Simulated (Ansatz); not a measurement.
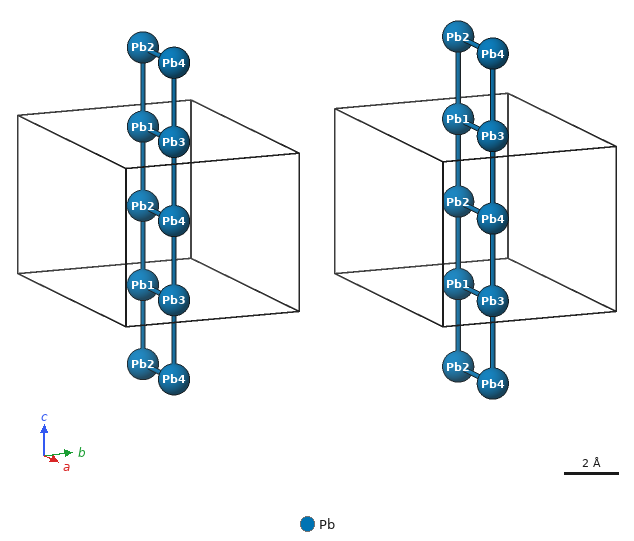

Two geometries of a wire of composition Pb, drawn at one scale. One is the start of a relaxation, the other its converged end. The picture is a ball-and-stick view of the cell of the calculation, with the vacuum cut short, seen slightly off an axis.

Theory: Ansatz, DFT PBEsol, scalar-relativistic, plane waves, PAW. Settings: plane-wave cutoff 420 eV; k-point mesh 1 × 1 × 11; occupations gaussian; smearing width 0.05 eV; collinear spin; cell relaxed at fixed a, b, alpha, beta, gamma; force threshold 0.01 eV/Å; at most 45 steps.

Which one is relaxed?

The left one is the relaxed one. Case: ladder chain of atoms. The largest moves relative to the layer's centre, 0.17 Å, are those of Pb1, Pb2, Pb3 and Pb4. Along the periodic axis the drawn cell goes c 6.280 → 6.024 Å (−4.1 %). Some distances before and after: Pb1–Pb3 3.297 → 2.961 Å, Pb1–Pb2 3.140 → 3.012 Å. Over 4 accepted moves (5 points after the start) the energy falls by 0.442 eV per cell of the calculation. The largest force component goes from 0.74 to 0.0031 eV/Å. The SCF was repeated once at an unchanged geometry on a basis and grid sized afresh for the cell, which shifted the energy by 0.5 meV per cell of the calculation at most. The program noted that the starting moments weren't kept.

Limits of the set-up: the k-point mesh is coarse for a cell with partly filled bands.
